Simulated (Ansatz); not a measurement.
```
Ta N
1.0
     3.10114    0.00000    0.00000
    -1.55057    2.68567    0.00000
     0.00000    0.00000    4.88189
Ta N
2 1
Direct
  0.66667 0.33333 0.74491
  0.33333 0.66667 0.25509
  0.00000 0.00000 0.00000
```

Space group P-3m1; a structure from a database of computed crystals, not necessarily the ambient phase; computed without spin polarisation.

These are results of Ansatz, DFT PBE, scalar-relativistic, plane waves, PAW, not measurements.

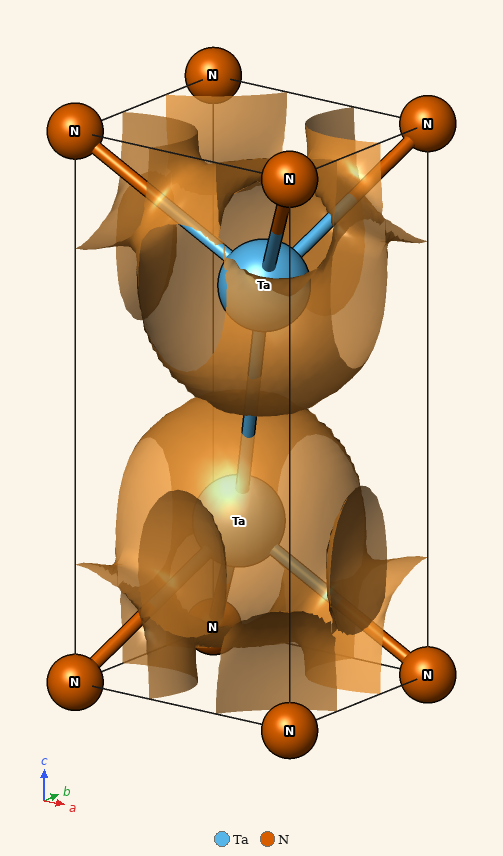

Ta$_{2}$N. Isosurface of the valence charge density (pseudo) at 0.4 e/Å³ (orange), seen slightly off an axis. Sticks mark near contacts.

The density is the valence pseudo-density of a PAW calculation; it isn't the true density close to the nuclei.

Q: Which contacts does the surface bridge?

A: At this value the density is joined into sheets; it holds about 80 % of the electrons treated as valence (semicore included). It bridges the sampled Ta–N (2.18 Å) contacts, where the density stays above the isovalue. It is pinched off along the sampled Ta–Ta (2.99 Å) and Ta–Ta (3.07 Å) contacts. On the grid the lowest density along these lines, outside the cores, is 0.58 e/Å³ (Ta–N, 2.18 Å), 0.28 e/Å³ (Ta–Ta, 2.99 Å) and 0.24 e/Å³ (Ta–Ta, 3.07 Å).
